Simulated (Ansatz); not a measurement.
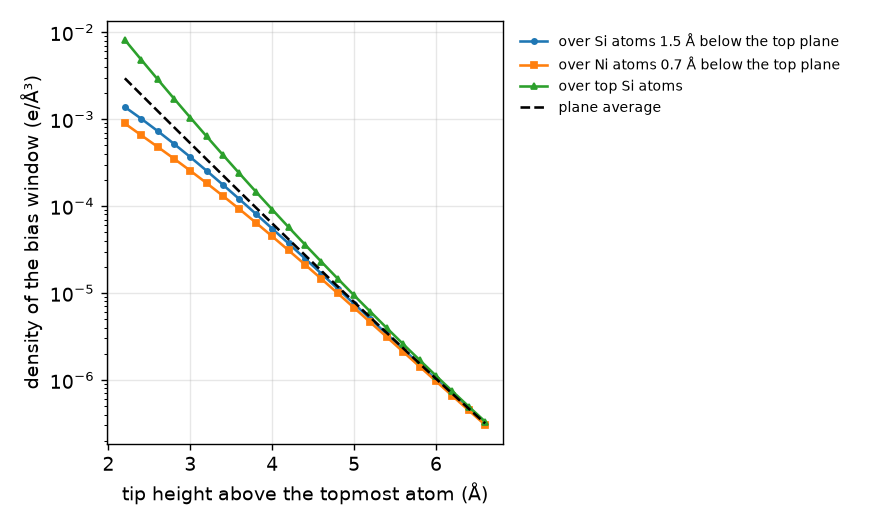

Approach curves over Si2Ni(111) (Fm-3m bulk, 12 atomic planes (those closer than 0.6 Å count as one), 11 Å, Si-terminated) at a sample bias of +1.50 V.

Images follow the Tersoff–Hamann model: the current is the local density of the sample's states between the Fermi level and the bias, at the tip's centre. Bias windows are sharp sums over the levels of the k mesh.

Method: DFT PBE, scalar-relativistic, plane waves, PAW (Ansatz 0.2.0). Cutoff 420 eV, 15 × 15 k-points, Gaussian smearing 0.1 eV, dipole correction. The slab is a cut without reconstruction beyond its cell, at the source's lattice constants, with its lower half held fixed and the rest relaxed. No spin polarisation (the relaxation was started with spin and lost its moment; a magnetic state may still lie lower). The run warns that the functional's potential is rough in the thin density of the vacuum, where the tip is; weak contrasts and barriers may feel it.

Question: How fast does the current decay, and what apparent barrier height does that imply?

Answer: Near 4 Å the plane average falls as exp(−2.10 z/Å), a factor of 8.2 per ångström, which gives an apparent barrier of 4.2 eV (0.952 eV Å² times the slope squared). The vacuum level lies 4.49 eV above zero bias. The upper edge of the window lies 2.99 eV under it. The apparent barrier is above 2.99 eV. At 4 Å the 0.50 eV of states nearest the upper edge carry 55 % of the density.
